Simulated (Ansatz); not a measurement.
Consider this structure.

```
CELL_PARAMETERS angstrom
-5.01223 2.89381 3.29488
0.00000 -5.78762 3.29488
5.01223 2.89381 3.29488
ATOMIC_POSITIONS crystal
B 0.84824 0.09599 0.59320
B 0.09500 0.84930 0.59319
B 0.35454 0.60666 0.60274
B 0.59517 0.09511 0.84448
B 0.60564 0.35559 0.60277
B 0.87878 0.87955 0.87651
B 0.09379 0.59582 0.84416
B 0.36548 0.11820 0.11421
B 0.35617 0.35718 0.85373
B 0.59500 0.84833 0.09116
B 0.84697 0.59567 0.09085
B 0.11778 0.11883 0.36319
B 0.11696 0.36634 0.11404
B 0.35682 0.85836 0.35397
B 0.60556 0.60659 0.35159
B 0.85713 0.35764 0.35379
N 0.18899 0.43848 0.93654
N 0.43778 0.19028 0.93682
N 0.66640 0.92300 0.91909
N 0.93972 0.43875 0.18638
N 0.92148 0.66681 0.91860
N 0.22059 0.22167 0.21754
N 0.43810 0.94112 0.18672
N 0.68870 0.43935 0.43541
N 0.68181 0.68284 0.17864
N 0.94069 0.19123 0.43590
N 0.19027 0.94179 0.43594
N 0.43811 0.43915 0.68559
N 0.43841 0.68983 0.43550
N 0.68216 0.18295 0.67930
N 0.92357 0.92460 0.66532
N 0.18186 0.68315 0.67926
H 0.00000 0.00000 0.00000
```

**Characterise the structure given above.**

The solid is B16HN16. Its symmetry is the lowest possible, P1. Counting shared atoms by their share gives 16 B, 1 H, 16 N, or 33 atoms. N is linked to three B in a distorted trigonal planar arrangement at 1.42 to 1.54 Å. Each H atom is coordinated by one B at 1.20 Å. The bonds build B16HN16 layers parallel to (111).

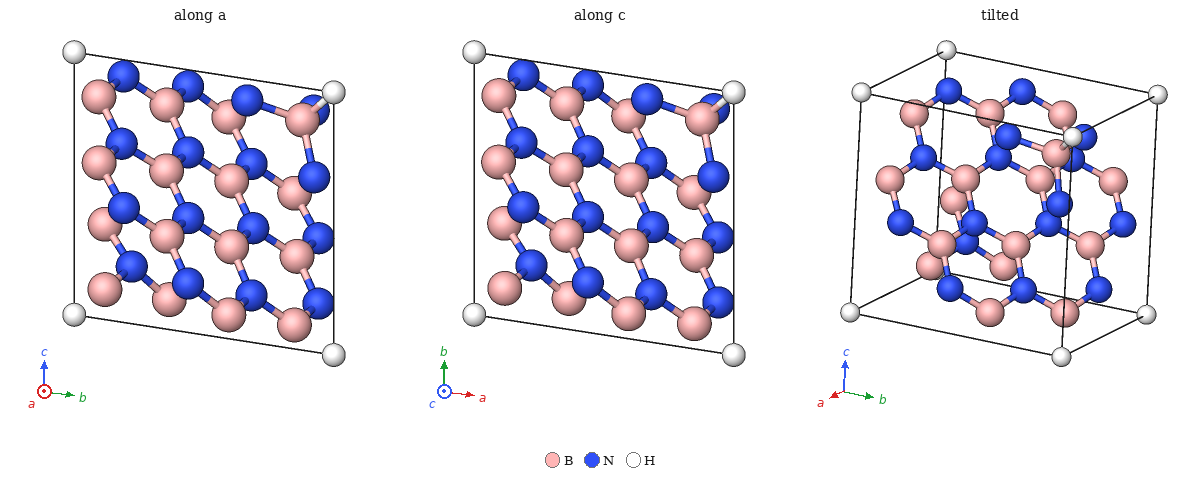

Shown here is a ball-and-stick view of the crystal, taken along the a axis, along the c axis and slightly off an axis. Thin lines show the simulation cell, with boundary atoms drawn in all their periodic places.

Starting structure: a structure listed in the Materials Project, repeated into a supercell with a point defect put in. The cell was then strained or its atoms displaced on purpose. Ansatz was used for an electronic-structure calculation on it.
